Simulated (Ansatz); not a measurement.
## STM study: Al(001) (P6_3/mmc bulk, the cell from a database of computed structures, not from a measurement, 9 atomic planes (those closer than 0.6 Å count as one), 19 Å) with one Al vacancy in a 2 × 2 cell

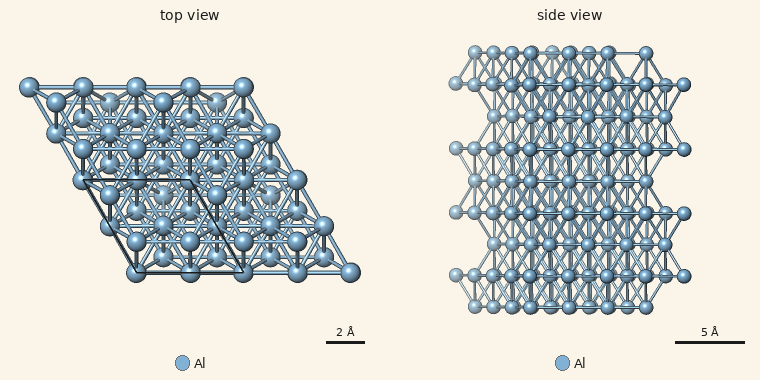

The relaxed structure from above and from the side.

Theory: DFT PBE, scalar-relativistic, plane waves, PAW (Ansatz). Cutoff 420 eV, 12 × 12 k-points, Gaussian smearing 0.1 eV, dipole correction. The slab is a cut without reconstruction beyond its cell, at the source's lattice constants, with its lower half held fixed and the rest relaxed. The defects repeat every 5.7 Å and interact, so states at the Fermi level and the work function belong to this dense array. This isn't the element's usual fcc form. No spin polarisation. The run couldn't confirm all of its levels under its output density. The run warns that the functional's potential is rough in the thin density of the vacuum, where the tip is; weak contrasts and barriers may feel it. On this mesh the free atoms still feel up to 0.09 eV/Å.

Model: Tersoff–Hamann, s-wave tip, no tip–sample forces. Bias windows are sharp sums over the levels of the k mesh.

Input

```yaml
crystal:
  lattice:
    - [5.65415404, 0.0, 0.0]
    - [-2.82707702, 4.89664104, 0.0]
    - [0.0, 0.0, 36.3719863132]
  atoms:
    - { symbol: Al, position: [0.1666666666, 0.3333333332, 0.2474431812] }
    - { symbol: Al, position: [0.1666666664, 0.833333333, 0.2474431812] }
    - { symbol: Al, position: [0.6666666668, 0.3333333332, 0.2474431812] }
    - { symbol: Al, position: [0.6666666666, 0.833333333, 0.2474431812] }
    - { symbol: Al, position: [0.0, 0.0, 0.3105823909] }
    - { symbol: Al, position: [-2.0e-10, 0.4999999998, 0.3105823909] }
    - { symbol: Al, position: [0.5000000002, 0.0, 0.3105823909] }
    - { symbol: Al, position: [0.5, 0.4999999998, 0.3105823909] }
    - { symbol: Al, position: [0.3333333334, 0.1666666666, 0.3737215906] }
    - { symbol: Al, position: [0.3333333332, 0.6666666664, 0.3737215906] }
    - { symbol: Al, position: [0.8333333336, 0.1666666666, 0.3737215906] }
    - { symbol: Al, position: [0.8333333334, 0.6666666664, 0.3737215906] }
    - { symbol: Al, position: [0.0, 0.0, 0.4368608003] }
    - { symbol: Al, position: [-2.0e-10, 0.4999999998, 0.4368608003] }
    - { symbol: Al, position: [0.5000000002, 0.0, 0.4368608003] }
    - { symbol: Al, position: [0.5, 0.4999999998, 0.4368608003] }
    - { symbol: Al, position: [0.1668386136, 0.3331613862, 0.5009631939] }
    - { symbol: Al, position: [0.1668386133, 0.8336772269, 0.5009631939] }
    - { symbol: Al, position: [0.6663227729, 0.3331613862, 0.5009631939] }
    - { symbol: Al, position: [0.6666666666, 0.833333333, 0.5012843464] }
    - { symbol: Al, position: [0.0009362564, 0.0004681282, 0.5659071528] }
    - { symbol: Al, position: [-2.0e-10, 0.4999999998, 0.5658861356] }
    - { symbol: Al, position: [0.499531872, 0.0004681282, 0.5659071528] }
    - { symbol: Al, position: [0.4995318718, 0.4990637434, 0.5659071528] }
    - { symbol: Al, position: [0.3333333334, 0.1666666666, 0.6323083795] }
    - { symbol: Al, position: [0.3343489861, 0.6671744928, 0.6306979488] }
    - { symbol: Al, position: [0.8328255072, 0.1656510137, 0.6306979488] }
    - { symbol: Al, position: [0.832825507, 0.6671744928, 0.6306979488] }
    - { symbol: Al, position: [-0.0056298761, -0.002814938, 0.6965568809] }
    - { symbol: Al, position: [-2.0e-10, 0.4999999998, 0.6943587187] }
    - { symbol: Al, position: [0.5028149383, -0.002814938, 0.6965568809] }
    - { symbol: Al, position: [0.502814938, 0.5056298759, 0.6965568809] }
    - { symbol: Al, position: [0.1672096115, 0.3327903883, 0.7591115921] }
    - { symbol: Al, position: [0.1672096113, 0.8344192228, 0.7591115921] }
    - { symbol: Al, position: [0.665580777, 0.3327903883, 0.7591115921] }
basis:
  ecutwfc: 420.0
  fft_grid_basis: typed
kpoints:
  mp_grid: { grid: [12, 12, 1] }
hamiltonian:
  xc: pbe
  pseudopotentials: { kind: paw }
scf:
  occupations: { method: gaussian, width: 0.1 }
output:
  forces: true
  eigenvalues: true
  band_densities:
    - { e_range: [-2.0, -1.0] }
    - { e_range: [-1.0, -0.5] }
    - { e_range: [-0.5, -0.25] }
    - { e_range: [-0.25, 0.0] }
    - { e_range: [0.0, 0.25] }
    - { e_range: [0.25, 0.5] }
    - { e_range: [0.5, 1.0] }
    - { e_range: [1.0, 1.5] }
  band_residual_tolerance: 1.0e-05
  write_potential: true
  elf: true
  write_density: true
  volumetric_format: npy
efield:
  axis: 3
  dipole_correction: true
  ramp_width: 0.04
checkpoint:
  read: start.run
  write: ck
  compress: false
  write_wavefunctions: false
  write_every: 100000
```

Command:

```sh
ansatz run input.yaml --threads 4 --pin off --max-ram 8847MiB --backend cpu --events-out ev --progress --plain --runs-dir out
```

Cost without the relaxation before it: 86 s on 4 threads of Arm Neoverse V2, with other jobs on the host, peak memory 2.7 GiB.

### 1. The defect in the image

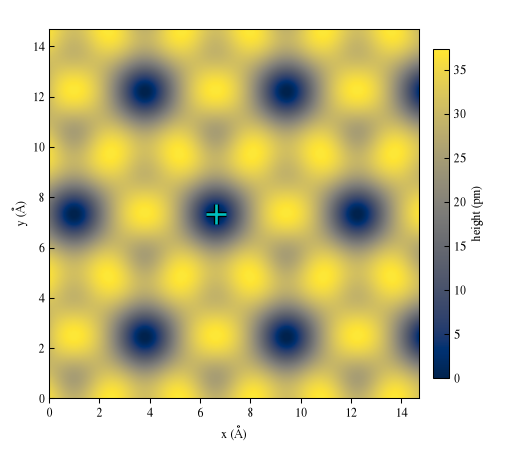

Constant-current image at a set point of 2.6 × 10⁻⁵ e/Å³, sample bias −0.25 V, of Al(001) (P6_3/mmc bulk, the cell from a database of computed structures, not from a measurement, 9 atomic planes (those closer than 0.6 Å count as one), 19 Å) with one defect or adsorbate in every 2 × 2 cell; the cross marks its site, and a white outline, where drawn, is that cell.

> The feature is an Al vacancy. How does it appear?

Its site appears as a dip 38 pm below the bright spots that ring it, and 32 pm below the mean of the area farther than 2.6 Å from it. The brightest spots lie over the top Al atoms; the darkest points are over the vacancy.

### 2. One image

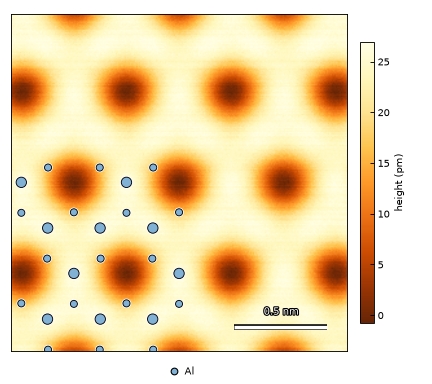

Constant-current image at a set point of 2.7 × 10⁻⁵ e/Å³ of this surface, sample bias +1.00 V. The atoms seen from above are drawn over one corner (deeper ones smaller). Noise was added to mimic a scan.

> Which atoms or sites appear bright, which dark, and how strong is the contrast?

The brightest spots lie over the top Al atoms and the sites above the Al atoms 2.4 Å below the top plane away from the vacancy; the darkest points are over the vacancy. The corrugation is 26 pm at a mean tip height of 4.5 Å.

### 3. Approach curves

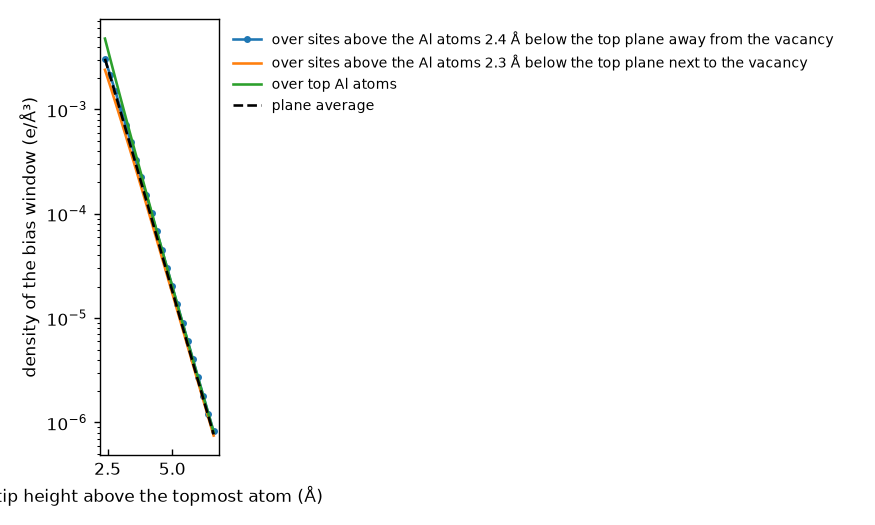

Approach curves over this surface at a sample bias of +1.50 V.

> Estimate the decay constant and the apparent barrier, and compare with the vacuum level, which the run puts 4.14 eV above zero bias.

Near 4 Å the plane average falls as exp(−1.98 z/Å), a factor of 7.2 per ångström, which gives an apparent barrier of 3.7 eV (0.952 eV Å² times the slope squared). The upper edge of the window lies 2.64 eV under the vacuum level. The apparent barrier is above 2.64 eV. At 4 Å the 0.50 eV of states nearest the upper edge carry 43 % of the density.

### 4. States by depth

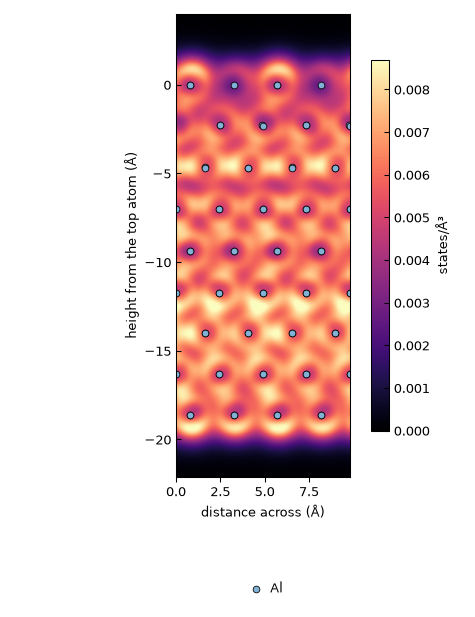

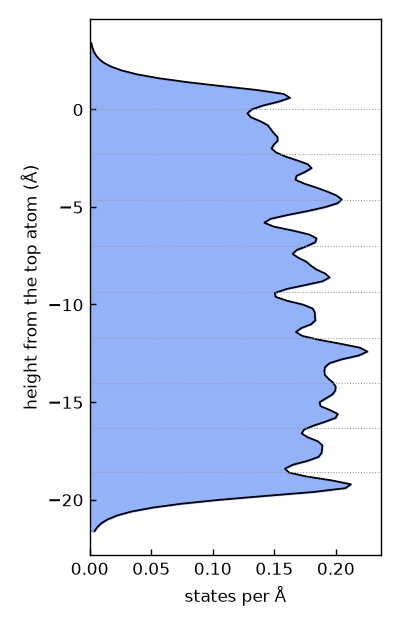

Density of all states between +0.25 and +0.50 eV (zero: the Fermi level) of this surface: side view, averaged along the second cell vector, and the full density summed over planes, the part near the nuclei included (dotted lines mark the atomic planes).

The first picture shows the smooth PAW orbitals' density alone; the shares below count all of it.

> Where in the slab do these states sit?

The window holds 3.8 states per cell. Shares by plane (space cut midway between planes), top to bottom: Al (3 atoms) 10 %, Al (4 atoms) 10 %, Al (4 atoms) 11 %, Al (4 atoms) 10 %, Al (4 atoms) 11 %, Al (4 atoms) 12 %, Al (4 atoms) 12 %, Al (4 atoms) 11 %, Al (4 atoms) 13 %; the outer planes' shares include the vacuum, and density in a gap between layers is shared out between the planes on either side.
